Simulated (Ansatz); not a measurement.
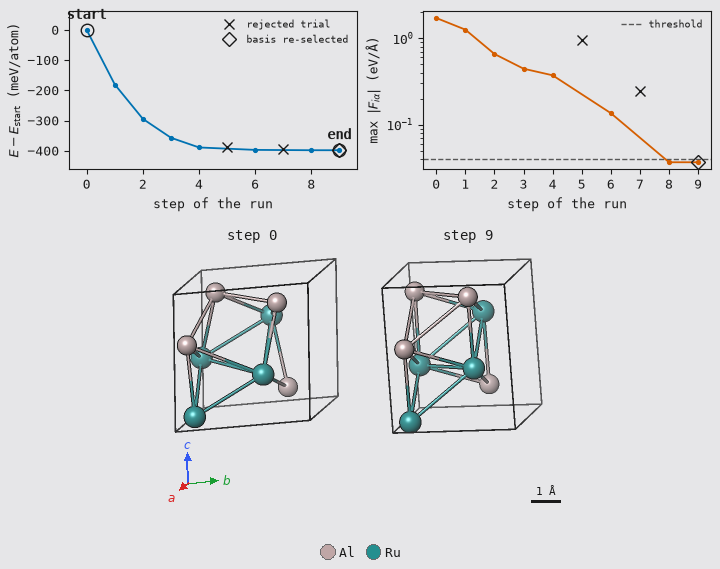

First and last geometry of a relaxation of an amorphous cell of composition AlRu (coarse preliminary run), with the history of the run. The picture is a ball-and-stick view of the cell of the calculation, seen slightly off an axis.

Case: atoms packed at random at 1.08 times the crystal's volume.

Computed with DFT PBE, scalar-relativistic, plane waves, PAW in Ansatz 0.2.0.

Input file:
```yaml
crystal:
  lattice:
    - [4.943243, -0.046863, 0.191235]
    - [-0.046863, 4.810413, 0.286351]
    - [0.191235, 0.286351, 4.950341]
  atoms:
    - { symbol: Al, position: [0.7790995009, 0.0478982608, 0.5874709731] }
    - { symbol: Al, position: [0.1238377529, 0.6551376213, 0.117617394] }
    - { symbol: Al, position: [0.5108728898, 0.6645021493, 0.7995561314] }
    - { symbol: Al, position: [0.3708876234, 0.1803170469, 0.8891437966] }
    - { symbol: Ru, position: [0.0393580369, 0.524684164, 0.6379755904] }
    - { symbol: Ru, position: [0.2936150439, 0.0528360212, 0.4103019456] }
    - { symbol: Ru, position: [0.8506143957, 0.1134870825, 0.0738402987] }
    - { symbol: Ru, position: [0.6047697069, 0.5744189097, 0.3003383412] }
  symmetry: { detect: false }
basis:
  ecutwfc: 420
kpoints:
  mp_grid: { grid: [3, 3, 3], shift: [0.0, 0.0, 0.0] }
hamiltonian:
  xc: pbe
scf:
  occupations: { method: gaussian, width: 0.1 }
  lower_state_search: "off"
output:
  forces: true
  stress: true
  eigenvalues: true
relax:
  adjacent_minimum: "off"
  f_tol: 0.04
  max_steps: 70
  cell: { stress_tol: 0.3 }
```

Command:
```bash
ansatz run input.yaml --threads 2 --pin off --max-ram 5120MiB --backend cpu --events-out ev --progress --plain --runs-dir out
```

Read the history and describe the run.

Answer. It converged. The energy falls by 398 meV per atom in 6 accepted moves (9 points after the start). The largest force component goes from 1.7 to 0.037 eV/Å. The pressure goes from −2.30 to −0.02 GPa. The line search rejected the trial steps at points 5, 7 of the run. The SCF was repeated once at an unchanged geometry on a basis and grid sized afresh for the cell, which shifted the energy by 0.1 meV per atom at most. The atom that moves furthest relative to the cell is Al3 (0.60 Å along [3 −2 2]). Largest moves by element: Al 0.60 Å, Ru 0.46 Å. Cell: a 4.947 → 4.912 Å (−0.7 %), b 4.819 → 4.366 Å (−9.4 %), c 4.962 → 5.218 Å (+5.2 %), α 83.3° → 89.9°, β 85.6° → 86.8°, γ 91.0° → 90.0°. Volume −4.6 %. Some distances before and after: Al4–Ru5 3.909 → 2.599 Å, Al3–Ru6 2.816 → 3.754 Å, Al3–Ru7 3.375 → 2.598 Å, Al1–Al3 3.514 → 2.891 Å. New bonds form, among them: Al2–Ru6 (3.24 → 2.69 Å), Al3–Ru7 (3.21 → 2.60 Å), Al3–Ru7 (3.37 → 2.60 Å), Al4–Ru5 (3.91 → 2.60 Å). Cost: 71 s on 2 threads of Intel(R) Xeon(R) Processor @ 2.50GHz (Skylake/Cascade Lake) (shared host), peak memory 0.42 GiB.

```json
{"step": "0", "E − E(0), meV/atom": "0.00", "largest force component, eV/Å": "1.7202", "pressure, GPa": "-2.30", "volume, Å³/atom": "14.640", "note": ""}
{"step": "1", "E − E(0), meV/atom": "-180.45", "largest force component, eV/Å": "1.2601", "pressure, GPa": "6.00", "volume, Å³/atom": "13.856", "note": ""}
{"step": "2", "E − E(0), meV/atom": "-294.27", "largest force component, eV/Å": "0.6581", "pressure, GPa": "3.60", "volume, Å³/atom": "13.955", "note": ""}
{"step": "3", "E − E(0), meV/atom": "-356.72", "largest force component, eV/Å": "0.4443", "pressure, GPa": "2.62", "volume, Å³/atom": "13.906", "note": ""}
{"step": "4", "E − E(0), meV/atom": "-388.83", "largest force component, eV/Å": "0.3724", "pressure, GPa": "0.54", "volume, Å³/atom": "14.000", "note": ""}
{"step": "5", "E − E(0), meV/atom": "-387.40", "largest force component, eV/Å": "0.9612", "pressure, GPa": "0.78", "volume, Å³/atom": "13.956", "note": "rejected"}
{"step": "6", "E − E(0), meV/atom": "-396.92", "largest force component, eV/Å": "0.1356", "pressure, GPa": "-0.20", "volume, Å³/atom": "13.989", "note": ""}
{"step": "7", "E − E(0), meV/atom": "-394.66", "largest force component, eV/Å": "0.2448", "pressure, GPa": "0.82", "volume, Å³/atom": "13.881", "note": "rejected"}
{"step": "8", "E − E(0), meV/atom": "-397.99", "largest force component, eV/Å": "0.0366", "pressure, GPa": "-0.09", "volume, Å³/atom": "13.969", "note": ""}
{"step": "9", "E − E(0), meV/atom": "-398.04", "largest force component, eV/Å": "0.0366", "pressure, GPa": "-0.02", "volume, Å³/atom": "13.969", "note": "same geometry, new basis"}
```

Limits of the set-up: the k-point mesh is coarse for a cell with partly filled bands; the periodic images lie only 4.8 Å apart, so the values are limited by the cell's size.
